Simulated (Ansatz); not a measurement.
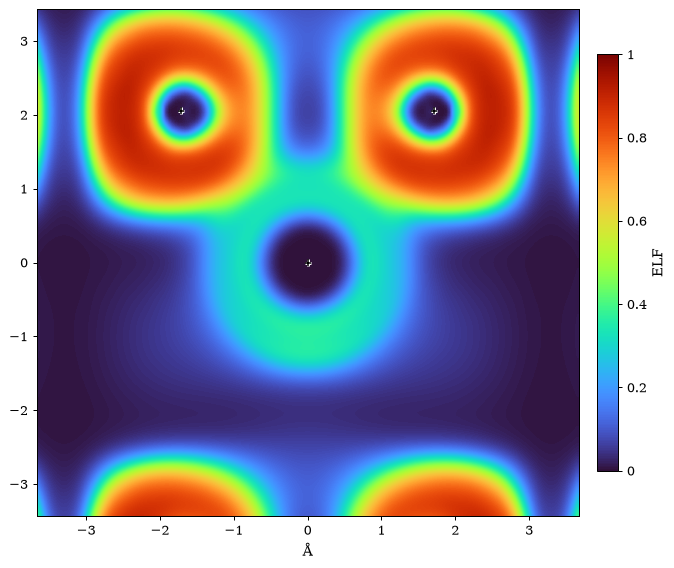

The ELF on a plane through atoms (crosses mark nuclei in the plane).

Level of theory: Ansatz 0.2.0, DFT PBE+D3(BJ), scalar-relativistic, plane waves, PAW.

Candidates:
A. SbS₂, a = 3.57 Å, b = 3.57 Å, c = 6.64 Å, α = 90.00°, β = 90.00°, γ = 120.00°. Space group P-6m2; a structure from a database of computed crystals, not necessarily the ambient phase; computed without spin polarisation.
B. HfS₂, a = 3.55 Å, b = 3.55 Å, c = 5.80 Å, α = 90.00°, β = 90.00°, γ = 120.00°. Space group P-3m1; a structure from a database of computed crystals, not necessarily the ambient phase; changed on purpose from its base cell (biaxial strain in the a-b plane, c and atoms relaxed: -1.5 %).
C. MoS₂, a = 3.15 Å, b = 3.15 Å, c = 6.65 Å, α = 90.00°, β = 90.00°, γ = 120.00°. Space group P-6m2; a structure from a database of computed crystals, not necessarily the ambient phase; computed without spin polarisation.

Q: Which candidate gave the map?

A: Candidate A: SbS₂ on the (110) plane of the conventional cell, which holds Sb and S. Sb–S (2.68 Å): the ELF peaks at about 0.85 in the valence shell of S, 0.8 Å from its nucleus, and is about 0.55 at the midpoint.
